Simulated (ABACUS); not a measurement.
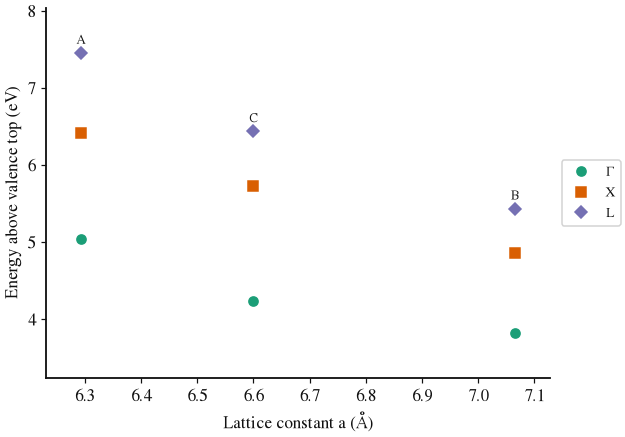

Lowest conduction level at each named k point, counted from the valence-band top at Γ, for three rocksalt crystals against the lattice constant, each in its database cell. All by ABACUS with rPW86PBE, without spin-orbit coupling, no moments; potentials: GBRV ultrasoft 1.5 PBE; SPMS ONCV 1.0 PBE.

Which letter is which compound? They are KI, KBr and KCl.

A is KCl; B is KI; C is KBr.

How does the value at Γ change from Cl to I?

KCl 5.04, KBr 4.24 and KI 3.82 eV: it falls at each step to the heavier element.

With the valence top at Γ, which of these have their lowest conduction level there too?

KCl, KBr and KI (direct among these points).

```csv
compound,a (Å),k mesh,Γ (eV),X (eV),L (eV)
KCl,6.293,6×6×6,5.04,6.41,7.45
KBr,6.600,6×6×6,4.24,5.73,6.44
KI,7.066,6×6×6,3.82,4.86,5.43
```

The potentials were made for another functional. LDA, GGA and most meta-GGA functionals understate gaps. Spin-orbit coupling is left out, which matters for I and Br. The cells are as the databases list them, so they lie at different pressures for this functional.
